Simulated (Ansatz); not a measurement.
**Ge: a changed input and its effect**

System: Ge (Pm-3m, 1 atom in the cell).
Method of the first run: DFT, revPBE, plane waves, PAW, no spin polarisation (Ansatz 0.2.0).

The structure was made by a generator, so it may or may not be a known phase. Text and figures count atoms from 1; the logs count them from 0 in places.

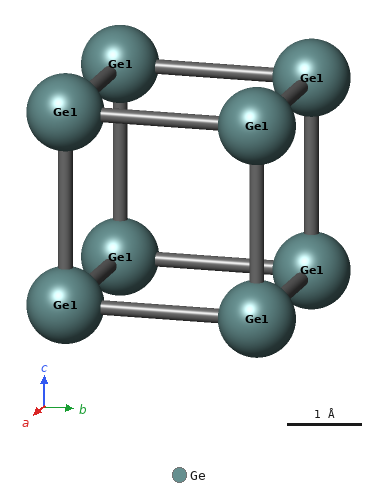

The structure as given in the input (ball-and-stick view of the cell of the calculation, seen slightly off an axis; atoms are numbered from 1 in the order of the input).

**The input, the first run**
```yaml
crystal:
  lattice:
    - [2.7112568595, 0.0, 0.0]
    - [0.0, 2.7112568595, 0.0]
    - [0.0, 0.0, 2.7112568595]
  atoms:
    - { symbol: Ge, position: [0.0, 0.0, 0.0] }
kpoints:
  mp_grid: { grid: [20, 20, 20], shift: [0.5, 0.5, 0.5] }
hamiltonian:
  xc: revpbe
scf:
  occupations: { method: gaussian, width: 0.1 }
output:
  forces: true
  eigenvalues: true
  stress: true
```

Launched with:
```bash
ansatz run input.yaml --threads 1 --pin off --max-ram 2560MiB --backend cpu --events-out ev --progress --plain --runs-dir out
```

Hardware: 1 thread of AMD EPYC (Zen 3), 189 GiB of memory available, shared host.

**Output, shortened to warnings, some set-up lines, iterations and results (the first run)**
```
Basis set: ecut = 420 eV, 389 PW (Γ), exchange–correlation on 40×40×40 points (8 copies of the dense FFT grid, shifted against one another)
Symmetry: 48 space group operations
k-points: 220 of 8000
Initial density: superposition of atomic densities (neutral atoms: chi_scale 0, normalization atom), corrected by the library's trained network
[...]
SCF iter   1: F=—  HF=-4298.802732 eV  |F-HF|=—  |Δ(HF+E_count)|=         —  Δρ=1.83e-3  dr2=4.23e-4  ethr=1.77e-3  ⟨swp⟩=5.1  Hψ=14013  notcnv=0
SCF iter   2: F=—  HF=-4298.802434 eV  |F-HF|=—  |Δ(HF+E_count)|=   2.98e-4  Δρ=9.34e-4  dr2=2.44e-4  ethr=3.02e-6  ⟨swp⟩=2.0  Hψ=5444  notcnv=0
SCF iter   3: F=—  HF=-4298.802434 eV  |F-HF|=—  |Δ(HF+E_count)|=   2.54e-7  Δρ=4.21e-4  dr2=3.70e-5  ethr=1.74e-6  ⟨swp⟩=2.0  Hψ=3851  notcnv=0
SCF iter   4: F=—  HF=-4298.802443 eV  |F-HF|=—  |Δ(HF+E_count)|=   9.23e-6  Δρ=4.50e-5  dr2=2.97e-7  ethr=2.64e-7  ⟨swp⟩=2.0  Hψ=2797  notcnv=0
SCF iter   5: F=-4298.802443 eV  HF=-4298.802443 eV  |F-HF|=4.87e-8  |Δ(HF+E_count)|=   3.62e-7  Δρ=1.25e-5  dr2=1.51e-8  ethr=2.12e-9  ⟨swp⟩=2.0  Hψ=3918  notcnv=0
SCF iter   6: F=-4298.802443 eV  HF=-4298.802443 eV  |F-HF|=1.42e-9  |Δ(HF+E_count)|=   2.01e-8  Δρ=2.08e-6  dr2=4.24e-10  ethr=1.08e-10  ⟨swp⟩=2.0  Hψ=7797  notcnv=0
SCF 1 converged in 6 iterations: F = -4298.802443 eV  dr2 = 4.24e-10
SCF converged after 6 iterations
Free energy (F): -4298.802443 eV
Harris-Foulkes:  -4298.802443 eV  (|F-HF|=1.42e-9)
Internal energy: -4298.799685 eV  (E = F + TS)
E sigma→0 (E₀):  -4298.801064 eV
Entropy (-TS):   -0.002758 eV (-2.758 meV/atom)
Fermi energy:    10.050228 eV
--- Per-component energies (eV) ---
  E_band       = -124.751605
  E_kinetic    = 110.212056
  E_local      = -2223.356229  (includes V_loc(G=0)·N_el)
  E_nonlocal   = 416.085641
  E_hartree    = 972.156179
  E_xc         = -75.399204
  E_vxc        = -64.173090  (∫ρ·V_xc dr)
  E_paw        = -2021.600530  (= ΣΔE_a)
  E_vpaw       = -307.833912  (= ΣTr[D̂ρ^β])
  E_aug_tail   = 0.000307  (compensation charges beyond the density's cutoff)
  E_ewald      = -1476.767357
  E_core_change = -0.130548  (= ΣΔE_core)
  E_smearing   = -0.002758  (= −TS)
  E_closure    = 0.000000  (closes the sum)
  Σ components = -4298.802443   (vs F -4298.802443, Δ=0.00e0)
--- Forces (eV/Å), atoms counted from 1 ---
  atom   1  Ge    -0.00000000     0.00000000    -0.00000000
  max |Σ_I F_I| component: 8.22e-33 eV/Å
--- Stress (GPa, compression-positive) ---
        1.136463       0.000000       0.000000
        0.000000       1.136463       0.000000
        0.000000       0.000000       1.136463
  P = ⅓ Tr σ = 1.1365 GPa (11.365 kbar)
```

For the second run the input was changed thus:
```diff
+basis:
+  ecutwfc: 420
-  mp_grid: { grid: [20, 20, 20], shift: [0.5, 0.5, 0.5] }
+  mp_grid: { grid: [20, 20, 20] }
```

What does this change do to the results?

The free energy of the second run is 4.6 meV per atom higher, the joint effect of these numerical settings, which can't be told apart here. The number of SCF iterations is the same. The irreducible k-points go from 220 to 286.

**Output, shortened to warnings, some set-up lines, iterations and results (the second run)**
```
Basis set: ecut = 420 eV, 389 PW (Γ), exchange–correlation on 40×40×40 points (8 copies of the dense FFT grid, shifted against one another)
Symmetry: 48 space group operations
k-points: 286 of 8000
Initial density: superposition of atomic densities (neutral atoms: chi_scale 0, normalization atom), corrected by the library's trained network
[...]
SCF iter   1: F=—  HF=-4298.798154 eV  |F-HF|=—  |Δ(HF+E_count)|=         —  Δρ=1.79e-3  dr2=4.11e-4  ethr=1.77e-3  ⟨swp⟩=5.1  Hψ=18099  notcnv=0
SCF iter   2: F=—  HF=-4298.797853 eV  |F-HF|=—  |Δ(HF+E_count)|=   3.01e-4  Δρ=9.21e-4  dr2=2.37e-4  ethr=2.94e-6  ⟨swp⟩=2.0  Hψ=7092  notcnv=0
SCF iter   3: F=—  HF=-4298.797856 eV  |F-HF|=—  |Δ(HF+E_count)|=   3.67e-6  Δρ=4.13e-4  dr2=3.60e-5  ethr=1.69e-6  ⟨swp⟩=2.0  Hψ=4844  notcnv=0
SCF iter   4: F=—  HF=-4298.797866 eV  |F-HF|=—  |Δ(HF+E_count)|=   9.08e-6  Δρ=4.18e-5  dr2=2.54e-7  ethr=2.57e-7  ⟨swp⟩=2.0  Hψ=3634  notcnv=0
SCF iter   5: F=-4298.797866 eV  HF=-4298.797866 eV  |F-HF|=3.04e-8  |Δ(HF+E_count)|=   3.66e-7  Δρ=1.02e-5  dr2=9.77e-9  ethr=1.82e-9  ⟨swp⟩=2.0  Hψ=5110  notcnv=0
SCF iter   6: F=-4298.797866 eV  HF=-4298.797866 eV  |F-HF|=4.98e-10  |Δ(HF+E_count)|=   1.24e-8  Δρ=1.31e-6  dr2=1.62e-10  ethr=6.98e-11  ⟨swp⟩=1.6  Hψ=9979  notcnv=0
SCF 1 converged in 6 iterations: F = -4298.797866 eV  dr2 = 1.62e-10
SCF converged after 6 iterations
Free energy (F): -4298.797866 eV
Harris-Foulkes:  -4298.797866 eV  (|F-HF|=4.98e-10)
Internal energy: -4298.795379 eV  (E = F + TS)
E sigma→0 (E₀):  -4298.796622 eV
Entropy (-TS):   -0.002487 eV (-2.487 meV/atom)
Fermi energy:    10.058205 eV
--- Per-component energies (eV) ---
  E_band       = -124.740445
  E_kinetic    = 110.219244
  E_local      = -2223.365047  (includes V_loc(G=0)·N_el)
  E_nonlocal   = 416.084154
  E_hartree    = 972.162282
  E_xc         = -75.400786
  E_vxc        = -64.174959  (∫ρ·V_xc dr)
  E_paw        = -2021.597626  (= ΣΔE_a)
  E_vpaw       = -307.829464  (= ΣTr[D̂ρ^β])
  E_aug_tail   = 0.000307  (compensation charges beyond the density's cutoff)
  E_ewald      = -1476.767357
  E_core_change = -0.130548  (= ΣΔE_core)
  E_smearing   = -0.002487  (= −TS)
  E_closure    = 0.000000  (closes the sum)
  Σ components = -4298.797866   (vs F -4298.797866, Δ=0.00e0)
--- Forces (eV/Å), atoms counted from 1 ---
  atom   1  Ge    -0.00000000     0.00000000    -0.00000000
  max |Σ_I F_I| component: 2.47e-32 eV/Å
--- Stress (GPa, compression-positive) ---
        1.183191      -0.000000       0.000000
        0.000000       1.183191       0.000000
        0.000000      -0.000000       1.183191
  P = ⅓ Tr σ = 1.1832 GPa (11.832 kbar)
```

**The two runs side by side**

```tsv
quantity	the first run	the second run
outcome	converged	converged
free energy per atom (eV)	−4298.8024	−4298.7979
energy per atom, smearing taken to zero (eV)	−4298.8011	−4298.7966
gap on the mesh (eV)	0.00	0.00
pressure (GPa)	1.14	1.18
largest force (eV/Å)	0.000	0.000
SCF iterations	6	6
irreducible k-points	220	286
plane waves at Γ	389	389
wall time (shared host)	5.5 s	7.5 s
```
